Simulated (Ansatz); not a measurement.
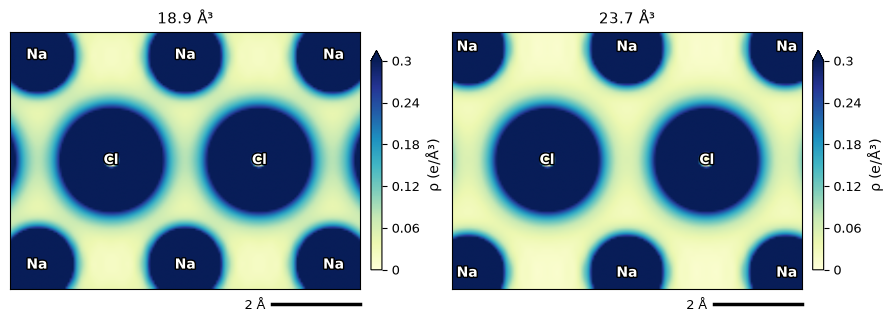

NaCl. The valence electron density of cells scaled evenly to different volumes (given per atom above each panel), on the (011) plane of each (indices in the axes of the cell below), at one length scale and on one colour scale.

A structure from a database of computed crystals, not necessarily the ambient phase.

Theory: DFT PBE, scalar-relativistic, plane waves, PAW (Ansatz).

The largest cell:

```yaml
crystal:
  lattice:
    - [3.61815, 0.00000, 0.00000]
    - [0.00000, 3.61815, 0.00000]
    - [0.00000, 0.00000, 3.61815]
  atoms:
    - { symbol: Na, position: [0.00000, 0.00000, 0.00000] }
    - { symbol: Cl, position: [0.50000, 0.50000, 0.50000] }
```

| volume (Å³/atom) | Na–Cl contact in the plane (Å) | ρ at its midpoint (e/Å³) | pressure (GPa) | gap on the mesh (eV) | 
| --- | --- | --- | --- | --- |
| 18.95 | 2.909 | 0.117 | 4.5 | 4.44 | 
| 21.53 | 3.035 | ? | ? | ? | 
| 23.68 | 3.133 | 0.078 | −1.9 | 3.68 | 

Estimate the missing row, and compare with the calculation.

Over the known rows ln ρ falls by 1.81 per Å of Na–Cl distance (the line through the two), which gives 0.093 e/Å³ at 3.035 Å; the calculation gives 0.093 e/Å³. For the pressure, a straight line in volume between the neighbouring rows gives 1.0 GPa; the calculation gives 0.0, lower because pressure rises ever faster on compression. For the gap on the mesh, a straight line in volume between the neighbouring rows gives 4.03 eV; the calculation gives 3.97.
